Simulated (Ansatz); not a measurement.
**Zn19O18 (cell with a defect): density, localisation and related maps**

Input

```
crystal:
  lattice:
    - [-4.9190861938, -2.8400357381, -5.2932332175]
    - [1.0e-10, 5.6800714763, -5.2932332175]
    - [4.9190861938, -2.8400357382, -5.2932332175]
  atoms:
    - { symbol: Zn, position: [0.2775763077, 0.9442429744, 0.2775763077] }
    - { symbol: Zn, position: [0.2775763077, 0.2775763077, 0.9442429744] }
    - { symbol: Zn, position: [0.9446699118, 0.9277730047, 0.6188373324] }
    - { symbol: Zn, position: [0.2775763077, 0.610909641, 0.610909641] }
    - { symbol: Zn, position: [0.9442429744, 0.2775763077, 0.2775763077] }
    - { symbol: Zn, position: [0.6124421824, 0.9336718395, 0.9467413786] }
    - { symbol: Zn, position: [0.951657263, 0.6162185093, 0.9575441853] }
    - { symbol: Zn, position: [0.610909641, 0.2775763077, 0.610909641] }
    - { symbol: Zn, position: [0.610909641, 0.610909641, 0.2775763077] }
    - { symbol: Zn, position: [0.5553540855, 0.2220207521, 0.2220207521] }
    - { symbol: Zn, position: [0.5553540855, 0.5553540855, 0.8886874188] }
    - { symbol: Zn, position: [0.2220207521, 0.2220207521, 0.5553540855] }
    - { symbol: Zn, position: [0.5553540855, 0.8886874188, 0.5553540855] }
    - { symbol: Zn, position: [0.2220207521, 0.5553540855, 0.2220207521] }
    - { symbol: Zn, position: [0.8886874188, 0.2220207521, 0.8886874188] }
    - { symbol: Zn, position: [0.2220207521, 0.8886874188, 0.8886874188] }
    - { symbol: Zn, position: [0.8886874188, 0.5553540855, 0.5553540855] }
    - { symbol: Zn, position: [0.8886874188, 0.8886874188, 0.2220207521] }
    - { symbol: O, position: [0.1512092479, 0.8178759145, 0.1512092479] }
    - { symbol: O, position: [0.1512092479, 0.1512092479, 0.8178759145] }
    - { symbol: O, position: [0.8178759145, 0.8178759145, 0.4845425812] }
    - { symbol: O, position: [0.1512092479, 0.4845425812, 0.4845425812] }
    - { symbol: O, position: [0.8178759145, 0.1512092479, 0.1512092479] }
    - { symbol: O, position: [0.4845425812, 0.8178759145, 0.8178759145] }
    - { symbol: O, position: [0.8178759145, 0.4845425812, 0.8178759145] }
    - { symbol: O, position: [0.4845425812, 0.1512092479, 0.4845425812] }
    - { symbol: O, position: [0.4845425812, 0.4845425812, 0.1512092479] }
    - { symbol: O, position: [0.4289870256, 0.0956536923, 0.0956536923] }
    - { symbol: O, position: [0.4289870256, 0.4289870256, 0.762320359] }
    - { symbol: O, position: [0.0956536923, 0.0956536923, 0.4289870256] }
    - { symbol: O, position: [0.4289870256, 0.762320359, 0.4289870256] }
    - { symbol: O, position: [0.0956536923, 0.4289870256, 0.0956536923] }
    - { symbol: O, position: [0.7631920023, 0.0750173972, 0.7649291771] }
    - { symbol: O, position: [0.1118138989, 0.7624486839, 0.7598568612] }
    - { symbol: O, position: [0.762320359, 0.4289870256, 0.4289870256] }
    - { symbol: O, position: [0.762926444, 0.7699361707, 0.101245084] }
    - { symbol: Zn, position: [0.8533356898, 0.8425647061, 0.850720644] }
  host:
    lattice:
      - [3.2793907959, 0.0, 0.0]
      - [-1.6396953979, 2.8400357382, 0.0]
      - [0.0, 0.0, 5.2932332175]
    atoms:
      - { symbol: Zn, position: [0.6666666667, 0.3333333333, 0.5006044103] }
      - { symbol: Zn, position: [0.3333333333, 0.6666666667, 0.0006044103] }
      - { symbol: O, position: [0.6666666667, 0.3333333333, 0.8797055897] }
      - { symbol: O, position: [0.3333333333, 0.6666666667, 0.3797055897] }
basis:
  ecutwfc: 420
  xc_grid: 2
kpoints:
  mp_grid: { grid: [2, 2, 2], shift: [0.5, 0.5, 0.5] }
hamiltonian:
  xc: pbe
scf:
  occupations: { method: gaussian, width: 0.01 }
output:
  forces: true
  stress: false
  eigenvalues: true
  charged_corrections:
    defect_position: [0.84722222, 0.84722222, 0.84722222]
    epsilon: [[10.5527, 0.0, 0.0], [0.0, 10.5527, 0.0], [0.0, 0.0, 11.5861]]
  write_density: true
  write_potential: true
  elf: true
  volumetric_format: npy
relax:
  adjacent_minimum: "off"
  f_tol: 0.025
  max_steps: 45
```

Command:

```sh
ansatz run input.yaml --threads 4 --pin off --max-ram 10240MiB --backend cpu --events-out ev --progress --plain --runs-dir out
```

The fields are those of the run's last geometry, not of the input's.

Level of theory: Ansatz 0.2.0, DFT PBE, scalar-relativistic, plane waves, PAW.

In a PAW calculation such maps are meaningful between the atoms, not at the nuclei.

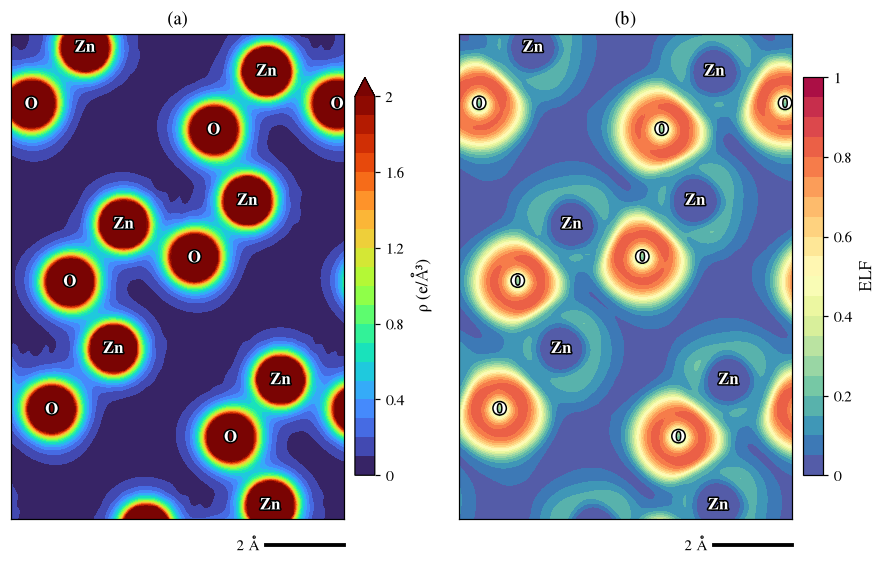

Figure 1. (a) valence pseudo-density; (b) electron localisation function on the (101̄) plane of the calculation cell.

**What do the fields say about this system?**

The plane passes through Zn and O nuclei.
Zn–O (1.98 Å): ρ at the midpoint is about 0.59 e/Å³; the ELF peaks at about 0.85 in the valence shell of O, 0.6 Å from its nucleus, and is about 0.25 at the midpoint (no shared electron pair shows on this line).
Zn–O (2.03 Å): the density is about 0.53 e/Å³ at the midpoint; the ELF peaks at about 0.85 in the valence shell of O, 0.6 Å from its nucleus, and is about 0.25 at the midpoint (no localised pair shows between them).
Zn–O (2.21 Å): ρ at the midpoint is about 0.36 e/Å³; the ELF peaks at about 0.80 in the valence shell of O, 0.6 Å from its nucleus, and drops to about 0.15 between the two atoms; no localised pair shows between them.
The density dies away to nearly zero in the voids.

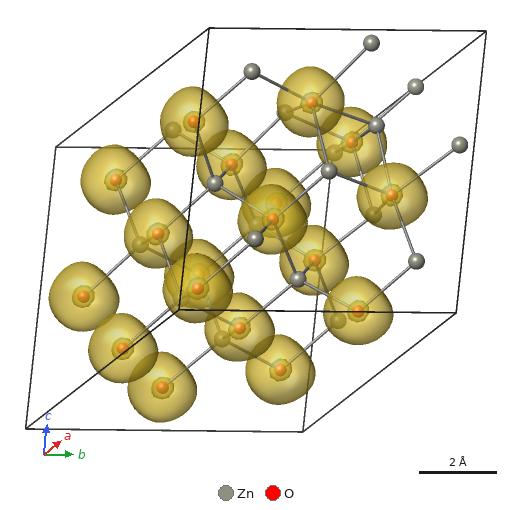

Figure 2. Isosurface of the electron localisation function at 0.6 (yellow), seen at an oblique angle. Only the valence region is drawn (cores and ρ < 0.01 e/Å³ removed). Sticks mark near contacts.

**Identify the bonds, lone pairs and shells in this picture.**

The surface consists of 18 regions wrapped around O (the valence shell of each), counted in one cell of 37 atoms. Any copies at cell faces, edges or corners count once. Along the contacts the grid gives the following. Zn–O (1.90 Å): the ELF peaks at about 0.80 in the valence shell of O, 0.6 Å from its nucleus, and is about 0.30 at the midpoint (no localised pair shows between them). Zn–O (1.97 Å): the ELF peaks at about 0.85 in the valence shell of O, 0.6 Å from its nucleus, and is about 0.25 at the midpoint; no shared electron pair shows on this line.

**Does the calculation make it a metal, or give it a gap?**

It is gapped, with a Kohn–Sham gap of 1.3 eV on the k-point mesh (the band edges may lie off the mesh, which would make the gap smaller).
